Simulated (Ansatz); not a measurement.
ZnS: single-point calculation

System: ZnS (R3m, 6 atoms in the cell).
Method: DFT PBE, scalar-relativistic, plane waves, PAW, no spin polarisation (Ansatz 0.2.0).

The structure derives from a Materials Project entry.

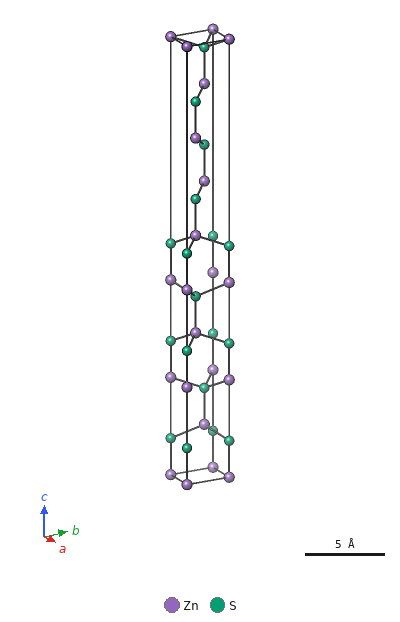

Figure 1. The input geometry (ball-and-stick view of the cell 3 times as large as that of the calculation, set on its symmetry axes, seen slightly off an axis). Near neighbours in the crystal (not all of them lie inside the picture): Zn has 4 S at 2.36 Å; S has 4 Zn at 2.36 Å.

### Summary

| quantity | value |
| --- | --- |
| outcome | converged |
| space group (tolerance 0.01 Å) | R3m (160) |
| electrons treated | 54 |
| free energy | −12668.1923 eV |
| Fermi energy | 6.538 eV |
| gap on the k-point mesh | 2.06 eV |
| hardware | 1 thread of Arm Neoverse N1, 54 GiB of memory available, shared host |
| wall time | 2.3 min |
| peak memory | 0.78 GiB |

### Input
```yaml
crystal:
  lattice:
    - [1.9231021873, 1.1103035655, 9.449287555]
    - [-1.9231021873, 1.1103035655, 9.449287555]
    - [0.0, -2.220607131, 9.449287555]
  atoms:
    - { symbol: Zn, position: [0.9999659065, 0.9999659065, 0.9999659065] }
    - { symbol: Zn, position: [0.2222538452, 0.2222538452, 0.2222538452] }
    - { symbol: Zn, position: [0.4445320864, 0.4445320864, 0.4445320864] }
    - { symbol: S, position: [0.0832951075, 0.0832951075, 0.0832951075] }
    - { symbol: S, position: [0.5278530983, 0.5278530983, 0.5278530983] }
    - { symbol: S, position: [0.3054259561, 0.3054259561, 0.3054259561] }
basis:
  ecutwfc: 420
kpoints:
  mp_grid: { grid: [12, 12, 12] }
hamiltonian:
  xc: pbe
scf:
  occupations: { method: gaussian, width: 0.02 }
output:
  forces: false
  stress: false
  eigenvalues: true
  eigenstates:
    kpoints:
      - [0.0, 0.0, 0.0]
      - [0.006121424, -0.006121424, 0.0]
      - [-0.006121424, 0.006121424, 0.0]
      - [0.003534206, 0.003534206, -0.007068412]
      - [-0.003534206, -0.003534206, 0.007068412]
      - [0.030078016, 0.030078016, 0.030078016]
      - [-0.030078016, -0.030078016, -0.030078016]
      - [0.006827562, -0.00182944, -0.004998122]
      - [-0.006827562, 0.00182944, 0.004998122]
      - [0.02559687, 0.016939869, 0.021268369]
      - [-0.02559687, -0.016939869, -0.021268369]
      - [0.02376743, 0.02376743, 0.016270247]
      - [-0.02376743, -0.02376743, -0.016270247]
      - [0.022940232, 0.01587182, 0.013284601]
      - [-0.022940232, -0.01587182, -0.013284601]
      - [0.0, 0.0, 0.0]
      - [0.006121424, -0.006121424, 0.0]
      - [-0.006121424, 0.006121424, 0.0]
      - [0.003534206, 0.003534206, -0.007068412]
      - [-0.003534206, -0.003534206, 0.007068412]
      - [0.030078016, 0.030078016, 0.030078016]
      - [-0.030078016, -0.030078016, -0.030078016]
      - [0.006827562, -0.00182944, -0.004998122]
      - [-0.006827562, 0.00182944, 0.004998122]
      - [0.02559687, 0.016939869, 0.021268369]
      - [-0.02559687, -0.016939869, -0.021268369]
      - [0.02376743, 0.02376743, 0.016270247]
      - [-0.02376743, -0.02376743, -0.016270247]
      - [0.022940232, 0.01587182, 0.013284601]
      - [-0.022940232, -0.01587182, -0.013284601]
    e_range: [-3.556691, 3.556691]
checkpoint:
  read: start.run
  write: ck
  compress: false
  write_wavefunctions: false
  write_every: 100000
```

Launched with:
```bash
ansatz run input.yaml --threads 1 --pin off --max-ram 2560MiB --backend cpu --events-out ev --progress --plain --runs-dir out
```

### What the program printed
```
Warning: checkpoint.read: basis.xc_grid differs: saved 2, current 1 (points along each axis for each point of the dense box; where the key is left out runs that use forces, runs that use the stress, dielectric runs by a finite field, finite-displacement phonons, runs of phonons.displacement_patterns under a GGA or a meta-GGA, phonons by method: dfpt, dielectric runs by the response, runs on support functions, runs on PAW files under a meta-GGA or a hybrid on one, runs at kind: all_electron or under a hybrid on a GGA, runs under a text's formulas of a gradient, and runs on PAW files that evaluate rPW86 or Becke's exchange or LYP's correlation can take a finer level, which can go by the root key accuracy; a number is taken as typed: the saved number, typed, holds this deck to the state's level, where the deck is accepted there); the SCF iterates at this deck's level from the saved density; a trajectory continued from that state goes on on another energy surface; basis.xc_grid: 2, typed and accepted, keeps it on the saved one
Warning: checkpoint.read: basis.fft_grid_basis: the saved state records [[1, -1, 0], [0, 1, 0], [0, -1, 1]]; without it this run's FFT boxes would lie on [[1, 0, -1], [0, 1, -1], [0, 0, 1]]; this run lays them on the saved basis, on which the saved density and orbitals are stored
Engine: ansatz 0.2.0, aarch64-unknown-linux-gnu
Pseudopotentials: kind: paw
Pseudopotential: Zn, paw, valence charge 12, recommended cutoff 420 eV (normal), Zn.paw.azcp
Pseudopotential: S, paw, valence charge 6, recommended cutoff 420 eV (normal), S.paw.azcp
Functional definition: PBE
  parameter kappa = 0.804
  parameter beta = 0.06672455060314922
  exchange = pbe_x(kappa = kappa, mu = beta*pi^2/3)
  correlation = pbe_c(beta = beta)
Crystal: 6 atoms, lattice volume = 121.058 Å³
Basis set: ecut = 420 eV, 2365 PW (Γ), FFT grids on a1−a2, a2, −a2+a3
Bands: 33, of which v1, the nominal top of the filled ones, is band 27 counted from 1 (26 counted from 0)
Symmetry: 6 space group operations
Space group: R3m (ITA 160), of the structure as read, at distance tolerance 4.9e-5 Å
k-points: 189 of 1728 (time reversal used)
Non-local potential: Zn, projectors of the file, l = 0: 2, l = 1: 2, l = 2: 3, l = 3: 1
Non-local potential: S, projectors of the file, l = 0: 2, l = 1: 2, l = 2: 2
PAW form: soft (Blöchl's): semilocal exchange-correlation on the pseudo side does not see the compensation charge
PAW one-centre angular grid: Zn, 590 points (default); XC on 64 Gauss nodes
PAW one-centre angular grid: S, 110 points (default); XC on 64 Gauss nodes
Initial density: read from a saved state, or passed on in memory by an earlier SCF of this step, an earlier step, the calling program or the single point that the run made first
Initial wavefunctions: pseudopotential atomic-orbital guess
Functional: x = pbe(κ = 0.804, μ = 0.2195149727645171), c = pbe(β = 0.06672455060314922)
iter 1 solved again at ethr=1.70e-7 eV; its pass at ethr=3.10e-3 eV (dr2=9.18e-5 eV) is discarded
SCF iter   1: F=—  HF=-12668.192287 eV  |F-HF|=—  |Δ(HF+E_count)|=         —  Δρ=9.41e-6  dr2=7.34e-8  ethr=1.70e-7  ⟨swp⟩=3.0  Hψ=45127  notcnv=0
preconditioner: auto → Resta (q_TF=auto, 2.385 Å⁻¹)  ε∞=6.5  [insulator: Δε(μ)=2.057 eV  Ē_g=10.530 eV  σ=0.020 eV  W_gap=1.00  n_scr=30 (ndim 8)  ℏωp=24.8 eV  f_vac=0.038  D(μ)=0.00/eV (n_scr^D=0)  ε∞_Penn≈6.5]
SCF iter   2: F=-12668.192287 eV  HF=-12668.192287 eV  |F-HF|=1.64e-8  |Δ(HF+E_count)|=   3.13e-8  Δρ=4.11e-6  dr2=1.68e-8  ethr=1.36e-10  ⟨swp⟩=4.7  Hψ=19823  notcnv=0
SCF 1 converged in 2 iterations: F = -12668.192287 eV  dr2 = 1.68e-8
  greatest PAW one-centre occupation: 0.984 electrons in one spin orbital (limit 2), on the Zn atom at site 2 (counted from 0), in its partial waves of l = 2
NSCF: frozen V_eff on 30 k-points
SCF converged after 2 iterations
Free energy (F): -12668.192287 eV
Harris-Foulkes:  -12668.192287 eV  (|F-HF|=1.64e-8)
Internal energy: -12668.192287 eV  (E = F + TS)
E sigma→0 (E₀):  -12668.192287 eV
Fermi energy:    6.537692 eV
--- Per-component energies (eV) ---
  E_band       = 3.736651
  E_kinetic    = 713.425198
  E_local      = -6172.843388  (includes V_loc(G=0)·N_el)
  E_nonlocal   = 1928.848953
  E_hartree    = 2580.142116
  E_xc         = -702.312569
  E_vxc        = -417.470475  (∫ρ·V_xc dr)
  E_paw        = -7286.399183  (= ΣΔE_a)
  E_vpaw       = -1208.511812  (= ΣTr[D̂ρ^β])
  E_aug_tail   = -0.001049  (compensation charges beyond the density's cutoff)
  E_ewald      = -3729.052365
  E_smearing   = -0.000000  (= −TS)
  E_closure    = 0.000000  (closes the sum)
  Σ components = -12668.192287   (vs F -12668.192287, Δ=0.00e0)
--- Band table (eV; the first three rows and the last of 189) ---
  k-point 0: bands = ["-7.4953", "-6.8628", "-6.8545", "-0.7434", "-0.7367", "-0.7367", "-0.6748", "-0.6748", "-0.6655", "-0.6655", "-0.5933", "-0.5853", "-0.2974", "-0.2974", "-0.2647", "-0.2647", "-0.2454", "-0.2454", "1.6847", "1.6955", "4.8535", "4.8535", "4.8592", "4.8592", "5.4591", "5.5093", "5.5093", "7.5660", "8.7629", "8.9122", "11.8312", "11.8312", "11.9998"]
  k-point 1: bands = ["-7.4495", "-6.8506", "-6.8030", "-0.7409", "-0.7328", "-0.7276", "-0.6779", "-0.6633", "-0.6627", "-0.6533", "-0.5987", "-0.5628", "-0.3021", "-0.2991", "-0.2633", "-0.2618", "-0.2439", "-0.2393", "1.6111", "1.8165", "4.4509", "4.5928", "4.7327", "4.7851", "5.0394", "5.4035", "5.4517", "7.9952", "9.1024", "9.2573", "11.6257", "11.9615", "11.9702"]
  k-point 2: bands = ["-7.3183", "-6.7807", "-6.6961", "-0.7446", "-0.7140", "-0.7037", "-0.6848", "-0.6469", "-0.6291", "-0.6197", "-0.5867", "-0.5238", "-0.3110", "-0.3001", "-0.2597", "-0.2552", "-0.2401", "-0.2203", "1.5703", "1.9352", "3.6622", "3.9714", "4.1830", "4.4697", "4.5529", "5.2348", "5.2922", "8.6962", "9.6773", "9.8666", "11.3115", "11.4350", "12.1466"]
  k-point 188: bands = ["-7.3032", "-7.2959", "-6.6060", "-0.7477", "-0.7334", "-0.7249", "-0.7249", "-0.7048", "-0.7048", "-0.6470", "-0.6470", "-0.2939", "-0.2939", "-0.2752", "-0.2752", "-0.2385", "-0.2385", "-0.0831", "0.3488", "3.8108", "3.8304", "4.6610", "4.6610", "5.2729", "5.2729", "5.2830", "5.2830", "8.6230", "8.6813", "8.8142", "11.7368", "11.8141", "11.9883"]
```

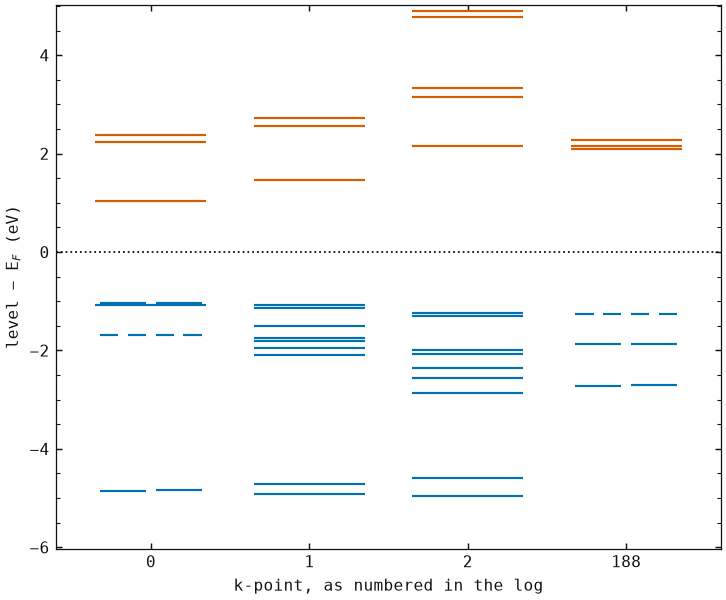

Figure 2. Kohn–Sham levels near the Fermi level (dotted) at the few k-points that the log prints; levels within 0.02 eV of each other stand side by side. Among these points the highest filled and lowest empty levels are 2.06 eV apart, which is the gap on the mesh.
